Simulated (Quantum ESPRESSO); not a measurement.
# Fields calculation, with input and output: Mo (part 2 of 2)

Mo (1 atom in the cell); Kohn-Sham DFT of a periodic cell, PBEsol with D2, PseudoDojo 0.4.1 SR PBEsol standard, no spin polarisation (Quantum ESPRESSO 7.5); cutoff 1088.45 eV, 6×6×5 k-mesh, fermi-dirac of 0.05 eV. The structure derives from a Materials Project entry. The settings are looser than a standard set-up, so the numbers are not reference values.

Geometry of the input (Å; fractional positions):
```
2.8245  -0.0181  -0.0484
-1.4279  2.3175  0.0146
-0.0452  -0.0104  2.5373
Mo 0.0000  -0.0000  0.5000
```

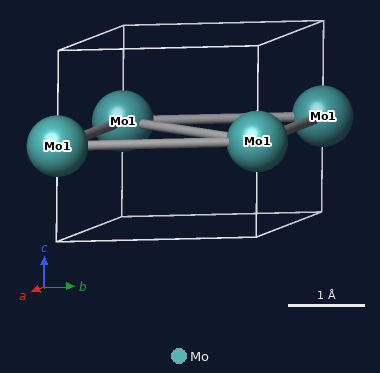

The structure as given in the input (ball-and-stick view of the cell of the calculation, seen slightly off an axis; atoms are numbered from 1 in the order of the input). An atom can appear more than once, as a periodic image.

### Output, continued
```
          k = 0.1726 0.3080 0.2270 (  1347 PWs)   bands (ev):

   -40.9760 -15.3446 -14.8561 -14.7681  16.0999  17.3748  18.0176  20.5155
    21.6760  22.8026  34.7175  35.2272  36.2212

          k = 0.1764 0.3090 0.4497 (  1353 PWs)   bands (ev):

   -40.8366 -15.7972 -15.2120 -14.6634  15.8076  18.1012  18.6222  19.6282
    22.7728  24.7747  30.8710  33.8829  39.2754

          k = 0.1611 0.3052-0.4412 (  1353 PWs)   bands (ev):

   -40.8373 -15.7935 -15.2063 -14.6622  15.7622  18.2137  18.5533  19.5100
    22.8165  24.5304  31.1145  33.9091  39.9060

          k = 0.1649 0.3061-0.2185 (  1345 PWs)   bands (ev):

   -40.9772 -15.3372 -14.8494 -14.7648  16.0204  17.4486  18.0978  20.2050
    21.5797  22.7088  34.9128  35.7158  36.5609

          k = 0.1700 0.5111 0.0051 (  1351 PWs)   bands (ev):

   -40.9657 -15.8086 -15.1203 -14.1602  15.7065  16.7604  19.1220  21.1372
    22.6682  25.1090  30.2980  31.1320  38.1012

          k = 0.1739 0.5120 0.2279 (  1357 PWs)   bands (ev):

   -40.8826 -15.7209 -15.0534 -14.7722  16.1161  17.1954  19.1029  20.8093
    21.2680  26.6722  30.8690  32.8317  37.3026

          k = 0.1777 0.5130 0.4506 (  1348 PWs)   bands (ev):

   -40.7455 -15.6899 -15.5775 -14.9370  15.1423  16.9844  18.5106  21.3883
    24.4888  28.0051  30.4180  33.9087  36.5299

          k = 0.1624 0.5091-0.4404 (  1351 PWs)   bands (ev):

   -40.7458 -15.6914 -15.5757 -14.9332  15.1695  17.1617  18.1583  21.4187
    24.4876  27.8123  30.5553  34.4798  36.8135

          k = 0.1662 0.5101-0.2176 (  1345 PWs)   bands (ev):

   -40.8830 -15.7232 -15.0472 -14.7692  16.1092  17.3232  19.1135  20.4442
    21.2079  26.5759  30.9992  33.3533  37.6181

          k = 0.1635-0.5088 0.0008 (  1348 PWs)   bands (ev):

   -40.9699 -15.7758 -15.1332 -14.1626  15.7104  16.7455  19.1699  21.1788
    22.6438  25.0229  30.1922  31.1516  38.0364

          k = 0.1673-0.5078 0.2236 (  1356 PWs)   bands (ev):

   -40.8870 -15.6878 -15.0655 -14.7735  16.1223  17.2316  19.1014  20.7693
    21.2662  26.4620  30.9245  32.8314  37.4267

          k = 0.1711-0.5069 0.4463 (  1351 PWs)   bands (ev):

   -40.7497 -15.6932 -15.5450 -14.9488  15.1785  17.0045  18.4639  21.4507
    24.3952  27.7449  30.5514  33.9372  36.7396

          k = 0.1558-0.5107-0.4447 (  1340 PWs)   bands (ev):

   -40.7497 -15.6930 -15.5480 -14.9456  15.2201  17.1619  18.1337  21.4879
    24.4196  27.7952  30.4697  34.5652  36.5456

          k = 0.1596-0.5097-0.2219 (  1347 PWs)   bands (ev):

   -40.8869 -15.6918 -15.0604 -14.7740  16.1018  17.3524  19.1195  20.4486
    21.3230  26.4256  30.9188  33.3173  37.3806

          k = 0.1648-0.3048 0.0017 (  1350 PWs)   bands (ev):

   -41.0691 -15.3856 -14.8209 -14.2291  15.3725  16.7071  17.0505  21.8349
    21.9173  23.3090  33.2375  34.5663  39.9252

          k = 0.1686-0.3038 0.2244 (  1341 PWs)   bands (ev):

   -40.9846 -15.3111 -14.8590 -14.7554  16.0583  17.3889  18.0227  20.5039
    21.6314  22.7431  34.6066  35.3218  36.3147

          k = 0.1724-0.3029 0.4472 (  1345 PWs)   bands (ev):

   -40.8448 -15.8030 -15.1798 -14.6514  15.8337  18.1282  18.5928  19.5829
    22.7741  24.6654  30.9218  33.9804  39.2340

          k = 0.1571-0.3067-0.4438 (  1348 PWs)   bands (ev):

   -40.8449 -15.8024 -15.1769 -14.6521  15.8162  18.1680  18.5540  19.5624
    22.7821  24.5710  31.0110  34.0417  39.5544

          k = 0.1610-0.3058-0.2211 (  1336 PWs)   bands (ev):

   -40.9848 -15.3070 -14.8596 -14.7543  16.0239  17.4238  18.0624  20.3291
    21.6506  22.7013  34.8154  35.5640  36.3138

          k = 0.1661-0.1008 0.0025 (  1355 PWs)   bands (ev):

   -41.1627 -14.9376 -14.5694 -14.2921  13.8694  15.8790  17.7235  20.1538
    22.9157  23.8527  34.1827  36.8445  37.5743

          k = 0.1699-0.0999 0.2253 (  1345 PWs)   bands (ev):

   -41.0763 -14.9566 -14.8608 -14.5100  14.8456  17.2919  18.0601  20.4131
    21.7041  22.4391  33.2215  34.9075  39.1996

          k = 0.1737-0.0989 0.4480 (  1363 PWs)   bands (ev):

   -40.9342 -15.9088 -14.7607 -14.4136  16.3265  17.7298  18.8981  20.5415
    20.9452  22.6848  30.1556  35.4320  38.2591

          k = 0.1585-0.1027-0.4429 (  1354 PWs)   bands (ev):

   -40.9348 -15.9047 -14.7563 -14.4127  16.3454  17.6278  18.8735  20.5688
    20.8536  22.6959  30.2494  35.5680  37.7678

          k = 0.1623-0.1018-0.2202 (  1352 PWs)   bands (ev):

   -41.0773 -14.9393 -14.8641 -14.5084  14.7762  17.3087  18.1411  20.3738
    21.4144  22.3812  33.5588  34.9746  39.1752

          k = 0.3348 0.2062 0.0068 (  1347 PWs)   bands (ev):

   -41.0510 -15.5917 -14.7526 -14.2178  15.0526  16.1991  18.8282  21.4861
    22.2515  23.5018  31.6442  35.3742  38.0101

          k = 0.3386 0.2072 0.2295 (  1349 PWs)   bands (ev):

   -40.9662 -15.5136 -14.8479 -14.6911  15.5761  17.0614  18.8626  21.7104
    21.9468  22.6140  32.3343  35.3973  37.6826

          k = 0.3425 0.2082 0.4523 (  1355 PWs)   bands (ev):

   -40.8273 -15.7835 -15.3738 -14.5886  15.3821  16.6847  19.9223  21.4634
    22.8597  24.6531  29.8458  34.9064  37.6595

          k = 0.3272 0.2043-0.4387 (  1358 PWs)   bands (ev):

   -40.8282 -15.7798 -15.3657 -14.5873  15.2965  16.7336  19.8913  21.5394
    22.8268  24.2053  30.0542  35.1651  38.3477

          k = 0.3310 0.2053-0.2159 (  1353 PWs)   bands (ev):

   -40.9677 -15.5049 -14.8370 -14.6891  15.5603  17.0515  18.8350  21.4729
    21.7470  22.5804  32.4661  36.2756  37.8962

          k = 0.3361 0.4102 0.0077 (  1352 PWs)   bands (ev):

   -40.9862 -15.7996 -15.0114 -14.1741  15.9273  16.6603  18.6607  21.1411
    22.8754  24.9626  29.7796  31.9248  37.9302

          k = 0.3400 0.4112 0.2304 (  1349 PWs)   bands (ev):

   -40.9029 -15.7142 -14.9431 -14.7888  16.3166  17.1033  18.9243  20.9104
    21.0666  26.5809  30.2770  33.8549  37.1000

          k = 0.3438 0.4121 0.4531 (  1350 PWs)   bands (ev):

   -40.7655 -15.7114 -15.5677 -14.8303  15.1062  17.2388  18.5732  21.0257
    24.4724  28.0652  29.9887  34.4603  36.0003

          k = 0.3285 0.4083-0.4378 (  1344 PWs)   bands (ev):

   -40.7658 -15.7137 -15.5617 -14.8300  15.0800  17.2592  18.6004  20.9723
    24.4147  27.6267  30.4573  34.3980  36.7651

          k = 0.3323 0.4093-0.2151 (  1343 PWs)   bands (ev):

   -40.9033 -15.7115 -14.9432 -14.7849  16.3570  17.0823  18.9415  20.7130
    21.0144  26.5199  30.5341  33.8000  37.7273

          k = 0.3375 0.6142 0.0085 (  1350 PWs)   bands (ev):

   -40.9599 -15.5558 -15.4708 -14.1560  16.8833  17.3012  18.0187  21.6757
    21.8142  27.4689  28.2790  28.6226  40.3409

          k = 0.3413 0.6151 0.2313 (  1352 PWs)   bands (ev):

   -40.8774 -15.4710 -15.3941 -14.7627  17.1991  17.4995  19.2082  20.0990
    20.2261  28.4403  30.1799  30.8805  39.1915

          k = 0.3451 0.6161 0.4540 (  1352 PWs)   bands (ev):

   -40.7406 -15.6786 -15.3387 -15.2602  16.0924  16.2073  19.3227  19.9430
    24.0676  29.9083  32.7771  33.9036  35.7177

          k = 0.3298 0.6123-0.4370 (  1334 PWs)   bands (ev):

   -40.7404 -15.6796 -15.3438 -15.2564  16.1564  16.1722  19.2436  19.9887
    24.0533  30.0375  33.1425  33.5163  35.4486

          k = 0.3336 0.6132-0.2142 (  1339 PWs)   bands (ev):

   -40.8771 -15.4790 -15.3877 -14.7653  17.1348  17.6220  19.1585  20.0034
    20.3232  28.5713  30.4056  30.5422  39.0509

          k = 0.3309-0.4056 0.0042 (  1349 PWs)   bands (ev):

   -40.9986 -15.7586 -14.9884 -14.1814  15.9906  16.6219  18.5607  21.1845
    22.9005  24.8916  29.5344  32.1312  37.8521

          k = 0.3347-0.4047 0.2270 (  1354 PWs)   bands (ev):

   -40.9154 -15.6742 -14.9181 -14.7963  16.3788  17.1157  18.8755  20.8707
    21.0101  26.3999  30.1406  34.1483  37.1435

          k = 0.3385-0.4037 0.4497 (  1347 PWs)   bands (ev):

   -40.7776 -15.7202 -15.5299 -14.8067  15.1412  17.3287  18.5268  20.9849
    24.3815  27.8253  30.0141  34.6452  36.0870

          k = 0.3232-0.4076-0.4413 (  1339 PWs)   bands (ev):

   -40.7776 -15.7222 -15.5254 -14.8092  15.1044  17.2614  18.7281  20.9244
    24.3438  27.5395  30.3442  34.4742  36.4904

          k = 0.3270-0.4066-0.2185 (  1340 PWs)   bands (ev):

   -40.9154 -15.6703 -14.9235 -14.7948  16.4146  17.0396  18.8855  20.7406
    21.1553  26.3778  30.3246  33.8495  37.5394

          k = 0.3322-0.2017 0.0051 (  1343 PWs)   bands (ev):

   -41.0632 -15.5801 -14.6964 -14.2248  15.0340  16.1560  18.7165  21.4927
    22.3416  23.5854  31.3885  35.6783  37.9811

          k = 0.3360-0.2007 0.2278 (  1351 PWs)   bands (ev):

   -40.9785 -15.5007 -14.8557 -14.6348  15.5575  17.0181  18.7959  21.7122
    21.9601  22.6709  32.1595  35.4580  37.9990

          k = 0.3398-0.1998 0.4506 (  1356 PWs)   bands (ev):

   -40.8392 -15.7938 -15.3614 -14.5344  15.3632  16.6400  20.0856  21.4183
    22.9163  24.4658  29.8202  34.9307  37.6305

          k = 0.3245-0.2036-0.4404 (  1343 PWs)   bands (ev):

   -40.8399 -15.7911 -15.3558 -14.5333  15.3011  16.6785  20.0574  21.4689
    22.8877  24.1448  29.9750  35.1553  38.1522

          k = 0.3284-0.2026-0.2177 (  1345 PWs)   bands (ev):

   -40.9795 -15.4944 -14.8482 -14.6332  15.5468  17.0083  18.7825  21.4867
    21.8509  22.6445  32.2742  36.1154  38.1349

          k = 0.3335 0.0023 0.0059 (  1350 PWs)   bands (ev):

   -41.0893 -15.2774 -14.8142 -14.2433  15.2547  16.6207  17.0225  21.9709
    22.1584  23.3030  33.2425  33.9703  39.9693

          k = 0.3373 0.0032 0.2287 (  1346 PWs)   bands (ev):

   -41.0038 -15.2073 -14.8789 -14.7530  16.0317  17.3230  17.9217  20.8661
    21.7329  22.7759  34.7941  34.9177  35.2914

          k = 0.3411 0.0042 0.4514 (  1363 PWs)   bands (ev):

   -40.8640 -15.8255 -15.0765 -14.6467  15.9889  18.0104  18.6246  19.6138
    22.7742  24.6604  30.6945  34.3948  38.3478

          k = 0.3259 0.0004-0.4395 (  1357 PWs)   bands (ev):

   -40.8651 -15.8191 -15.0708 -14.6429  15.9366  18.1761  18.5457  19.3714
    22.8210  24.3592  31.0405  34.4601  39.2026

          k = 0.3297 0.0013-0.2168 (  1339 PWs)   bands (ev):

   -41.0056 -15.1980 -14.8677 -14.7470  15.9189  17.4078  18.0305  20.4932
    21.4801  22.6720  34.9636  35.4134  36.0597

          k =-0.5022-0.3094-0.0102 (  1346 PWs)   bands (ev):

   -40.9963 -15.9163 -14.8180 -14.1809  14.8260  16.6245  20.6012  20.8897
    23.3611  23.8971  29.7324  33.3750  36.6518

          k =-0.4984-0.3084 0.2125 (  1350 PWs)   bands (ev):

   -40.9131 -15.8262 -14.7959 -14.7537  15.3163  17.0280  18.9009  21.6270
    24.0192  24.2202  29.3617  35.7812  36.6138

          k =-0.4946-0.3075 0.4353 (  1349 PWs)   bands (ev):

   -40.7755 -15.7324 -15.6623 -14.6498  14.6946  16.2175  19.6633  23.8095
    24.3490  26.4031  27.5839  35.3802  36.7107

          k =-0.5009-0.1054-0.0093 (  1348 PWs)   bands (ev):

   -41.0006 -15.6867 -15.0515 -14.1836  15.9125  16.6023  18.8395  21.3167
    22.7835  24.6522  29.6746  31.7047  37.7752

          k =-0.4971-0.1045 0.2134 (  1338 PWs)   bands (ev):

   -40.9180 -15.5998 -14.9802 -14.7943  16.3079  17.2499  18.9282  20.7910
    21.0288  25.7697  30.6746  33.7965  37.5303

          k =-0.4933-0.1035 0.4361 (  1348 PWs)   bands (ev):

   -40.7800 -15.7237 -15.4550 -14.8666  15.2434  17.3222  18.3877  21.2550
    24.1040  26.9862  30.6739  34.9509  36.5137

          k =-0.5086-0.1073-0.4548 (  1342 PWs)   bands (ev):

   -40.7793 -15.7254 -15.4600 -14.8692  15.2671  17.2286  18.5447  21.2543
    24.0850  27.5541  30.2097  34.8366  35.6552

          k =-0.5047-0.1064-0.2321 (  1348 PWs)   bands (ev):

   -40.9169 -15.6031 -14.9845 -14.8020  16.2979  17.2170  18.9404  20.9668
    21.2310  25.9389  30.3803  33.5581  36.8243

          k =-0.4996 0.0986-0.0085 (  1341 PWs)   bands (ev):

   -41.0088 -15.6772 -15.0168 -14.1885  15.9703  16.5807  18.6903  21.3199
    22.8313  24.6663  29.4940  31.9345  37.7620

          k =-0.4958 0.0995 0.2143 (  1338 PWs)   bands (ev):

   -40.9261 -15.5918 -14.9443 -14.8005  16.3632  17.2279  18.8804  20.8046
    20.9590  25.7903  30.4821  34.1006  37.4552

          k =-0.4920 0.1005 0.4370 (  1351 PWs)   bands (ev):

   -40.7880 -15.7300 -15.4477 -14.8324  15.2435  17.3919  18.3876  21.1515
    24.1048  27.0126  30.5615  35.1588  36.3484

          k =-0.5072 0.0966-0.4540 (  1344 PWs)   bands (ev):

   -40.7873 -15.7324 -15.4499 -14.8372  15.2416  17.2335  18.6934  21.1358
    24.0831  27.4845  30.1855  34.8257  35.6410

          k =-0.5034 0.0976-0.2312 (  1353 PWs)   bands (ev):

   -40.9250 -15.5920 -14.9528 -14.8073  16.3620  17.1466  18.8775  21.0950
    21.1530  25.9438  30.2495  33.6470  36.8731

          k =-0.5062-0.9213-0.0128 (  1342 PWs)   bands (ev):

   -41.0128 -15.8883 -14.7575 -14.1906  14.8446  16.5674  20.4349  20.9066
    23.4545  23.8930  29.4699  33.7568  36.5574

          k =-0.5024-0.9203 0.2100 (  1346 PWs)   bands (ev):

   -40.9294 -15.7982 -14.8084 -14.6937  15.3294  17.0066  18.8323  21.7671
    24.0115  24.0756  29.1473  36.1118  36.7111

          k =-0.4986-0.9194 0.4327 (  1343 PWs)   bands (ev):

   -40.7914 -15.7376 -15.6445 -14.5918  14.6920  16.2058  19.8424  23.7886
    24.2899  26.2255  27.4582  35.4421  36.5746

     the Fermi energy is    19.6220 ev

!    total energy              =    -140.54318748 Ry
     estimated scf accuracy    <          5.0E-11 Ry
     smearing contrib. (-TS)   =      -0.00048987 Ry
     internal energy E=F+TS    =    -140.54269760 Ry

     The total energy is F=E-TS. E is the sum of the following terms:
     one-electron contribution =     -23.35079192 Ry
     hartree contribution      =      19.79023787 Ry
     xc contribution           =     -20.50078494 Ry
     ewald contribution        =    -116.42808087 Ry
     Dispersion Correction     =      -0.05327774 Ry

     convergence has been achieved in   8 iterations

     Forces acting on atoms (cartesian axes, Ry/au):

     atom    1 type  1   force =     0.00000000    0.00000000    0.00000000

     Total force =     0.000000     Total SCF correction =     0.000000

     Computing stress (Cartesian axis) and pressure

          total   stress  (Ry/bohr**3)                   (kbar)     P=     -106.40
  -0.00004837  -0.00001786  -0.00024815           -7.12       -2.63      -36.50
  -0.00001786  -0.00107736  -0.00006178           -2.63     -158.49       -9.09
  -0.00024815  -0.00006178  -0.00104407          -36.50       -9.09     -153.59

=------------------------------------------------------------------------------=
   JOB DONE.
=------------------------------------------------------------------------------=
```

### File pp_density.out
```
This program is part of the open-source Quantum ESPRESSO suite
     for quantum simulation of materials; please cite
         "P. Giannozzi et al., J. Phys.:Condens. Matter 21 395502 (2009);
         "P. Giannozzi et al., J. Phys.:Condens. Matter 29 465901 (2017);
         "P. Giannozzi et al., J. Chem. Phys. 152 154105 (2020);
          URL
     in publications or presentations arising from this work. More details at

     ./tmp/pwscf.save/

     IMPORTANT: XC functional enforced from input :
     Exchange-correlation= PBESOL
                           (   1   4  10   8   0   0   0)
     Any further DFT definition will be discarded
     Please, verify this is what you really want

     G-vector sticks info
     --------------------
     sticks:   dense  smooth     PW     G-vecs:    dense   smooth      PW
     Sum         593     593    195                10781    10781    2049

     Using Slab Decomposition

     Calling punch_plot, plot_num =   0
     Writing data to file  density.dat
     Reading data from file  density.dat

     Writing data to be plotted to file density.cube
     Plot Type: 3D                     Output format: Gaussian cube

=------------------------------------------------------------------------------=
   JOB DONE.
=------------------------------------------------------------------------------=
```

### Results in brief

| quantity | value |
| --- | --- |
| outcome | converged |
| space group (tolerance 0.01 Å) | P-1 (2) |
| electrons treated | 14 |
| free energy | −1912.1875 eV |
| Fermi energy | 19.622 eV |
| gap on the k-point mesh | none (metallic) |
| pressure | −10.64 GPa |
| largest force (length of the vector) | under 0.001 eV/Å |
| hardware | 1 thread of Intel Xeon (Granite Rapids), 16 GiB of memory available, shared host |
| wall time | 10 s |
| peak memory | 0.07 GiB |

Settings chosen away from the usual ones: diagonalization set to rmm-davidson; k set to [6, 6, 5] (from [11, 11, 10]). The settings depart from the standard set-up of this series, which can bear on the numbers. Further notes kept with the run: D2 scale of PBE kept for another functional. Points of doubt noted for this run: coarse mesh; d2 scale of pbe kept for another functional.
